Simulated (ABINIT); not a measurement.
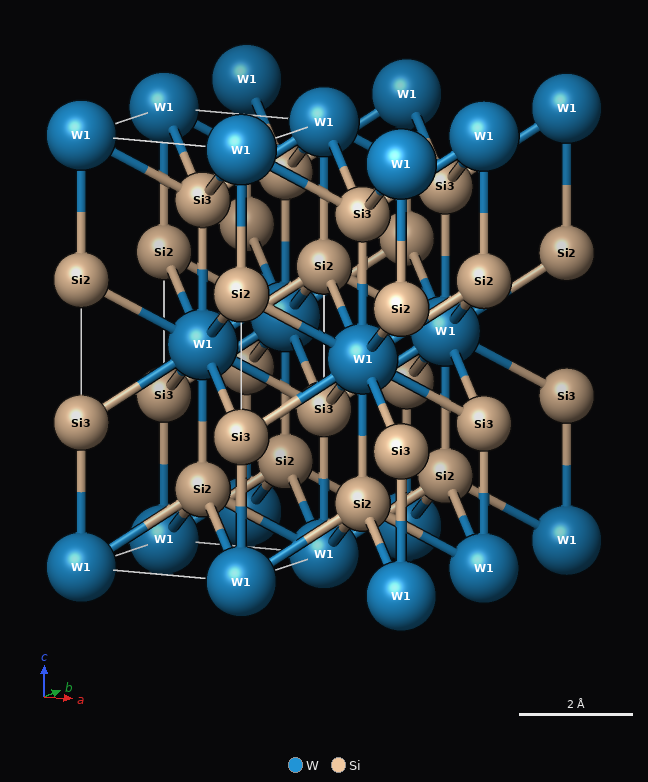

**Figure 1.** The input geometry (ball-and-stick view of the cell 2 times as large as that of the calculation, set on its symmetry axes, repeated 2 × 2 × 1, seen slightly off an axis; atoms are numbered from 1 in the order of the input). An atom can appear more than once, as a periodic image.

**Geometry relaxation, with input and output: WSi2 (part 1 of 4)**

The run: geometry relaxation of WSi2 (I4/mmm, 3 atoms in the cell). Method and program: Kohn-Sham DFT of a periodic cell, PBE, PseudoDojo NC SR PBE v0.4.1 standard, no spin polarisation (ABINIT 10.8.3).

The structure derives from an entry of the Crystallography Open Database.

### Log
```
.Version 10.8.3 of ABINIT
 Symmetries : space group I4/m m m (#139); Bravais tI (body-center tetrag.)
================================================================================
 Values of the parameters that define the memory need of the present run
     intxc =       0    ionmov =       2      iscf =       7    lmnmax =       8
     lnmax =       8     mgfft =      54  mpssoang =       4    mqgrid =    3001
     natom =       3  nloc_mem =       1    nspden =       1   nspinor =       1
    nsppol =       1      nsym =      16    n1xccc =    2501    ntypat =       2
    occopt =       3   xclevel =       2
       mpw =        3724          nfft =      157464          nkpt =          75
================================================================================
================================================================================

--------------------------------------------------------------------------------
------------- Echo of variables that govern the present computation ------------
--------------------------------------------------------------------------------
 -outvars: echo values of preprocessed input variables --------
            acell      8.5542390769E+00  8.5542390769E+00  8.5542390769E+00 Bohr
              amu      1.83850000E+02  2.80855000E+01
          chkprim           0
      chksymtnons           0
          dilatmx      1.08000000E+00
             ecut      3.70000000E+01 Hartree
           ecutsm      5.00000000E-01 Hartree
           ionmov           2
                       outvar_i_n : Printing only first  50 k-points.
              ixc          11
                       outvar_i_n : Printing only first  50 k-points.
         kptrlatt        9    0    0      0    9    0      0    0    9
          kptrlen      5.46588164E+01
            natom           3
            nband          15
            ngfft          54      54      54
             nkpt          75
            nstep          80
             nsym          16
            ntime          50
           ntypat           2
                       prtocc : prtvol=0, do not print more k-points.
           occopt           3
          optcell           2
           prtden           0
        prtebands           0
           prteig           0
            prtwf           0
            rprim     -3.5498200160E-01  3.5498200160E-01  8.6485580130E-01
                       3.5498200160E-01 -3.5498200160E-01  8.6485580130E-01
                       3.5498200160E-01  3.5498200160E-01 -8.6485580130E-01
          spgroup         139
           tolmxf      2.00000000E-05
           tolsym      1.00000000E-06
           tolvrs      1.00000000E-12
           tsmear      1.83746611E-03 Hartree
            typat      1  2  2
                       outvars : Printing only first  50 k-points.
           xangst      0.0000000000E+00  0.0000000000E+00  0.0000000000E+00
                      -3.2876152788E-16  2.4589103253E-16  5.2092324663E+00
                      -1.1862256997E-16  7.6931972047E-17  2.6206675281E+00
            xcart      0.0000000000E+00  0.0000000000E+00  0.0000000000E+00
                      -6.2126924843E-16  4.6466670829E-16  9.8440226875E+00
                      -2.2416416959E-16  1.4538035750E-16  4.9523438952E+00
             xred      0.0000000000E+00  0.0000000000E+00  0.0000000000E+00
                       6.6530000000E-01  6.6530000000E-01 -2.5785828431E-17
                       3.3470000000E-01  3.3470000000E-01 -1.2972368519E-17
            znucl       74.00000   14.00000

================================================================================

 chkinp: Checking input parameters for consistency.

================================================================================
== DATASET  1 ==================================================================

--- !DatasetInfo
iteration_state: {dtset: 1, }
dimensions: {natom: 3, nkpt: 75, mband: 15, nsppol: 1, nspinor: 1, nspden: 1, mpw: 3724, }
cutoff_energies: {ecut:  37.0, pawecutdg:  -1.0, }
electrons: {nelect:   2.20000000E+01, charge:   0.00000000E+00, occopt:   3.00000000E+00, tsmear:   1.83746611E-03, }
meta: {optdriver: 0, ionmov: 2, optcell: 2, iscf: 7, paral_kgb: 0, }
...

 Exchange-correlation functional for the present dataset will be:
  GGA: Perdew-Burke-Ernzerhof functional - ixc=11
  J.P.Perdew, K.Burke, M.Ernzerhof, PRL 77, 3865 (1996)

 Real(R)+Recip(G) space primitive vectors, cartesian coordinates (Bohr,Bohr^-1):
 R(1)= -3.0366009  3.0366009  7.3981833  G(1)=  0.0000000  0.1646578  0.0675842
 R(2)=  3.0366009 -3.0366009  7.3981833  G(2)=  0.1646578  0.0000000  0.0675842
 R(3)=  3.0366009  3.0366009 -7.3981833  G(3)=  0.1646578  0.1646578  0.0000000
 Unit cell volume ucvol=  2.7287297E+02 bohr^3
 Angles (23,13,12)=  1.38415317E+02  1.38415317E+02  6.02675125E+01 degrees

 getcut: wavevector=  0.0000  0.0000  0.0000  ngfft=  54  54  54
         ecut(hartree)=     43.157   => boxcut(ratio)=   2.13493

--- Pseudopotential description ------------------------------------------------
- pspini: atom type   1  psp file is ./W.upf
  74.00000  14.00000  171031                  znucl, zion, pspdat
12 -101130 3 -1 1396                          pspcod,pspxc,lmax,lloc,mmax
     nproj     2     2     2     2

- pspini: atom type   2  psp file is ./Si.upf
  14.00000   4.00000  171031                  znucl, zion, pspdat
12 -101130 2 -1 1510                          pspcod,pspxc,lmax,lloc,mmax
     nproj     2     2     2     0

   6.68664179E+02                                ecore*ucvol(ha*bohr**3)
--------------------------------------------------------------------------------

================================================================================

=== [ionmov= 2] Broyden-Fletcher-Goldfarb-Shanno method (forces)
================================================================================

--- Iteration: ( 1/50) Internal Cycle: (1/1)
--------------------------------------------------------------------------------

---SELF-CONSISTENT-FIELD CONVERGENCE--------------------------------------------

--- !BeginCycle
iteration_state: {dtset: 1, itime: 1, icycle: 1, }
solver: {iscf: 7, nstep: 80, nline: 4, wfoptalg: 0, }
tolerances: {tolvrs: 1.00E-12, }
...

     iter   Etot(hartree)      deltaE(h)  residm     vres2
 ETOT  1  -84.308359816146    -8.431E+01 9.451E-02 5.708E+01
 ETOT  2  -84.343617786670    -3.526E-02 3.760E-02 1.524E+02
 ETOT  3  -84.352335851979    -8.718E-03 1.477E-02 9.354E-01
 ETOT  4  -84.352395252217    -5.940E-05 6.504E-03 1.600E-02
 ETOT  5  -84.352396332454    -1.080E-06 1.013E-02 8.838E-04
 ETOT  6  -84.352396381419    -4.897E-08 3.595E-03 8.687E-06
 ETOT  7  -84.352396382030    -6.102E-10 2.744E-03 1.182E-08
 ETOT  8  -84.352396382032    -2.487E-12 1.278E-03 2.390E-09
 ETOT  9  -84.352396382034    -1.393E-12 1.162E-03 1.370E-11
 ETOT 10  -84.352396382033     7.105E-13 3.931E-04 1.276E-13

 At SCF step   10       vres2   =  1.28E-13 < tolvrs=  1.00E-12 =>converged.

 Cartesian components of stress tensor (hartree/bohr^3)
  sigma(1 1)= -1.12799581E-04  sigma(3 2)=  0.00000000E+00
  sigma(2 2)= -1.12799581E-04  sigma(3 1)=  0.00000000E+00
  sigma(3 3)= -1.19398973E-04  sigma(2 1)=  0.00000000E+00

--- !ResultsGS
iteration_state: {dtset: 1, itime: 1, icycle: 1, }
comment   : Summary of ground state results
lattice_vectors:
- [ -3.0366009,   3.0366009,   7.3981833, ]
- [  3.0366009,  -3.0366009,   7.3981833, ]
- [  3.0366009,   3.0366009,  -7.3981833, ]
lattice_lengths: [   8.55424,    8.55424,    8.55424, ]
lattice_angles: [138.415, 138.415,  60.268, ] # degrees, (23, 13, 12)
lattice_volume:   2.7287297E+02
convergence: {deltae:  7.105E-13, res2:  1.276E-13, residm:  3.931E-04, diffor: null, }
etotal    :  -8.43523964E+01
entropy   :   0.00000000E+00
fermie    :   5.00604718E-01
cartesian_stress_tensor: # hartree/bohr^3
- [ -1.12799581E-04,   0.00000000E+00,   0.00000000E+00, ]
- [  0.00000000E+00,  -1.12799581E-04,   0.00000000E+00, ]
- [  0.00000000E+00,   0.00000000E+00,  -1.19398973E-04, ]
pressure_GPa:   3.3834E+00
xred      :
- [  0.0000E+00,   0.0000E+00,   0.0000E+00,  W]
- [  6.6530E-01,   6.6530E-01,  -2.5786E-17, Si]
- [  3.3470E-01,   3.3470E-01,  -1.2972E-17, Si]
cartesian_forces: # hartree/bohr
- [  1.19886101E-19,   4.76059561E-20,   3.61400724E-20, ]
- [  6.56559141E-20,  -2.23464665E-19,   8.60906481E-04, ]
- [ -1.85542015E-19,   1.75858709E-19,  -8.60906481E-04, ]
force_length_stats: {min:   1.33959356E-19, max:   8.60906481E-04, mean:   5.73937654E-04, }
...

 Integrated electronic density in atomic spheres:
 ------------------------------------------------
 Atom  Sphere_radius  Integrated_density
    1        2.00000         10.26864937
    2        2.00000          1.79831272
    3        2.00000          1.79831272

---OUTPUT-----------------------------------------------------------------------

 Cartesian coordinates (xcart) [bohr]
  0.00000000000000E+00  0.00000000000000E+00  0.00000000000000E+00
 -6.21269248432554E-16  4.64666708293526E-16  9.84402268748910E+00
 -2.24164169586932E-16  1.45380357495345E-16  4.95234389523914E+00
 Reduced coordinates (xred)
  0.00000000000000E+00  0.00000000000000E+00  0.00000000000000E+00
  6.65300000000000E-01  6.65300000000000E-01 -2.57858284306748E-17
  3.34700000000000E-01  3.34700000000000E-01 -1.29723685190844E-17
 Cartesian forces (fcart) [Ha/bohr]; max,rms= 8.60906E-04 4.05835E-04 (free atoms)
  1.19886100953822E-19  4.76059561214549E-20  3.61400724161835E-20
  6.56559140555320E-20 -2.23464665273936E-19  8.60906480851592E-04
 -1.85542015009354E-19  1.75858709152481E-19 -8.60906480851592E-04
 Gradient of E wrt nuclear positions in reduced coordinates (gred)
 -4.78849263481209E-20 -4.86856833448075E-19 -2.41235652981347E-19
 -6.36914394206333E-03 -6.36914394206333E-03  6.36914394206333E-03
  6.36914394206333E-03  6.36914394206334E-03 -6.36914394206333E-03
 Scale of Primitive Cell (acell) [bohr]
  8.55423907690000E+00  8.55423907690000E+00  8.55423907690000E+00
 Real space primitive translations (rprimd) [bohr]
 -3.03660090968290E+00  3.03660090968290E+00  7.39818329136412E+00
  3.03660090968290E+00 -3.03660090968290E+00  7.39818329136412E+00
  3.03660090968290E+00  3.03660090968290E+00 -7.39818329136412E+00
 Unitary Cell Volume (ucvol) [Bohr^3]=  2.72872967424470E+02
 Angles (23,13,12)= [degrees]
  1.38415317390099E+02  1.38415317390099E+02  6.02675125468417E+01
 Lengths [Bohr]
  8.55423907673811E+00  8.55423907673811E+00  8.55423907673811E+00
 Stress tensor in cartesian coordinates (strten) [Ha/bohr^3]
 -1.12799580617154E-04  0.00000000000000E+00  0.00000000000000E+00
  0.00000000000000E+00 -1.12799580617152E-04  0.00000000000000E+00
  0.00000000000000E+00  0.00000000000000E+00 -1.19398973466356E-04
 Total energy (etotal) [Ha]= -8.43523963820328E+01

--- Iteration: ( 2/50) Internal Cycle: (1/1)
--------------------------------------------------------------------------------

---SELF-CONSISTENT-FIELD CONVERGENCE--------------------------------------------

--- !BeginCycle
iteration_state: {dtset: 1, itime: 2, icycle: 1, }
solver: {iscf: 7, nstep: 80, nline: 4, wfoptalg: 0, }
tolerances: {tolvrs: 1.00E-12, }
...

     iter   Etot(hartree)      deltaE(h)  residm     vres2
 ETOT  1  -84.345065890104    -8.435E+01 1.996E-04 1.394E+02
 ETOT  2  -84.342993467436     2.072E-03 6.351E-04 1.662E+02
 ETOT  3  -84.352600614247    -9.607E-03 3.407E-04 7.915E-02
 ETOT  4  -84.352606593645    -5.979E-06 7.172E-05 2.743E-03
 ETOT  5  -84.352606765710    -1.721E-07 6.791E-05 1.778E-05
 ETOT  6  -84.352606767016    -1.306E-09 3.295E-05 1.315E-06
 ETOT  7  -84.352606767107    -9.054E-11 3.639E-05 1.675E-08
 ETOT  8  -84.352606767111    -4.491E-12 1.944E-05 4.752E-10
 ETOT  9  -84.352606767113    -2.032E-12 2.076E-05 1.873E-13

 At SCF step    9       vres2   =  1.87E-13 < tolvrs=  1.00E-12 =>converged.

 Cartesian components of stress tensor (hartree/bohr^3)
  sigma(1 1)= -3.59251160E-05  sigma(3 2)=  0.00000000E+00
  sigma(2 2)= -3.59251160E-05  sigma(3 1)=  0.00000000E+00
  sigma(3 3)= -2.90082410E-05  sigma(2 1)=  0.00000000E+00

--- !ResultsGS
iteration_state: {dtset: 1, itime: 2, icycle: 1, }
comment   : Summary of ground state results
lattice_vectors:
- [ -3.0468767,   3.0468767,   7.4246834, ]
- [  3.0468767,  -3.0468767,   7.4246834, ]
- [  3.0468767,   3.0468767,  -7.4246834, ]
lattice_lengths: [   8.58445,    8.58445,    8.58445, ]
lattice_angles: [138.422, 138.422,  60.258, ] # degrees, (23, 13, 12)
lattice_volume:   2.7570694E+02
convergence: {deltae: -2.032E-12, res2:  1.873E-13, residm:  2.076E-05, diffor: null, }
etotal    :  -8.43526068E+01
entropy   :   0.00000000E+00
fermie    :   4.94655086E-01
cartesian_stress_tensor: # hartree/bohr^3
- [ -3.59251160E-05,   0.00000000E+00,   0.00000000E+00, ]
- [  0.00000000E+00,  -3.59251160E-05,   0.00000000E+00, ]
- [  0.00000000E+00,   0.00000000E+00,  -2.90082410E-05, ]
pressure_GPa:   9.8912E-01
xred      :
- [  2.4425E-21,   1.4344E-20,   1.1901E-20,  W]
- [  6.6536E-01,   6.6536E-01,  -2.5780E-17, Si]
- [  3.3464E-01,   3.3464E-01,  -1.2931E-17, Si]
cartesian_forces: # hartree/bohr
- [  1.80700362E-20,  -0.00000000E+00,   9.03501810E-21, ]
- [ -2.32626163E-20,  -1.42275982E-20,   1.34100122E-04, ]
- [  5.19258011E-21,   1.42275982E-20,  -1.34100122E-04, ]
force_length_stats: {min:   2.02029147E-20, max:   1.34100122E-04, mean:   8.94000811E-05, }
...

 Integrated electronic density in atomic spheres:
 ------------------------------------------------
 Atom  Sphere_radius  Integrated_density
    1        2.00000         10.25447808
    2        2.00000          1.78507286
    3        2.00000          1.78507286

---OUTPUT-----------------------------------------------------------------------

 Cartesian coordinates (xcart) [bohr]
  7.25247399330881E-20  9.31009543428252E-36  3.62695250426082E-20
 -3.17379361072589E-16  1.60283684104491E-16  9.88014766382043E+00
 -2.55066720719050E-16  1.76266103326561E-16  4.96921904833811E+00
 Reduced coordinates (xred)
  2.44249642059894E-21  1.43439854509627E-20  1.19014890303637E-20
  6.65358183640966E-01  6.65358183640966E-01 -2.57797887710918E-17
  3.34641816359034E-01  3.34641816359034E-01 -1.29313760290330E-17
 Cartesian forces (fcart) [Ha/bohr]; max,rms= 1.34100E-04 6.32154E-05 (free atoms)
  1.80700362080917E-20 -0.00000000000000E+00  9.03501810404587E-21
 -2.32626163177474E-20 -1.42275982137015E-20  1.34100121612008E-04
  5.19258010965562E-21  1.42275982137015E-20 -1.34100121612008E-04
 Gradient of E wrt nuclear positions in reduced coordinates (gred)
 -1.20249757251515E-20 -1.22139321352817E-19  1.20249757251515E-20
 -9.95650940980878E-04 -9.95650940980878E-04  9.95650940980878E-04
  9.95650940980878E-04  9.95650940980878E-04 -9.95650940980878E-04
 Scale of Primitive Cell (acell) [bohr]
  8.58445330472195E+00  8.58445330472195E+00  8.58445330472195E+00
 Real space primitive translations (rprimd) [bohr]
 -3.04687672895632E+00  3.04687672895632E+00  7.42468335607927E+00
  3.04687672895632E+00 -3.04687672895632E+00  7.42468335607927E+00
  3.04687672895632E+00  3.04687672895632E+00 -7.42468335607927E+00
 Unitary Cell Volume (ucvol) [Bohr^3]=  2.75706938501325E+02
 Angles (23,13,12)= [degrees]
  1.38421738259589E+02  1.38421738259589E+02  6.02576970646121E+01
 Lengths [Bohr]
  8.58445330472195E+00  8.58445330472195E+00  8.58445330472195E+00
 Stress tensor in cartesian coordinates (strten) [Ha/bohr^3]
 -3.59251159576489E-05  0.00000000000000E+00  0.00000000000000E+00
  0.00000000000000E+00 -3.59251159576524E-05  0.00000000000000E+00
  0.00000000000000E+00  0.00000000000000E+00 -2.90082409812997E-05
 Total energy (etotal) [Ha]= -8.43526067671130E+01

 Difference of energy with previous step (new-old):
           Absolute (Ha)=-2.10385E-04
           Relative     =-2.49412E-06

--- Iteration: ( 3/50) Internal Cycle: (1/1)
--------------------------------------------------------------------------------

---SELF-CONSISTENT-FIELD CONVERGENCE--------------------------------------------

--- !BeginCycle
iteration_state: {dtset: 1, itime: 3, icycle: 1, }
solver: {iscf: 7, nstep: 80, nline: 4, wfoptalg: 0, }
tolerances: {tolvrs: 1.00E-12, }
...

     iter   Etot(hartree)      deltaE(h)  residm     vres2
 ETOT  1  -84.351245763671    -8.435E+01 1.893E-05 2.558E+01
 ETOT  2  -84.350889602382     3.562E-04 4.936E-05 3.008E+01
 ETOT  3  -84.352626869992    -1.737E-03 5.396E-05 9.059E-03
 ETOT  4  -84.352627709750    -8.398E-07 7.000E-06 1.637E-04
 ETOT  5  -84.352627720949    -1.120E-08 1.186E-06 3.984E-07
 ETOT  6  -84.352627721013    -6.375E-11 9.441E-07 1.165E-08
 ETOT  7  -84.352627721020    -6.906E-12 4.509E-07 1.110E-09
 ETOT  8  -84.352627721021    -9.095E-13 4.554E-07 9.887E-13

 At SCF step    8       vres2   =  9.89E-13 < tolvrs=  1.00E-12 =>converged.
```
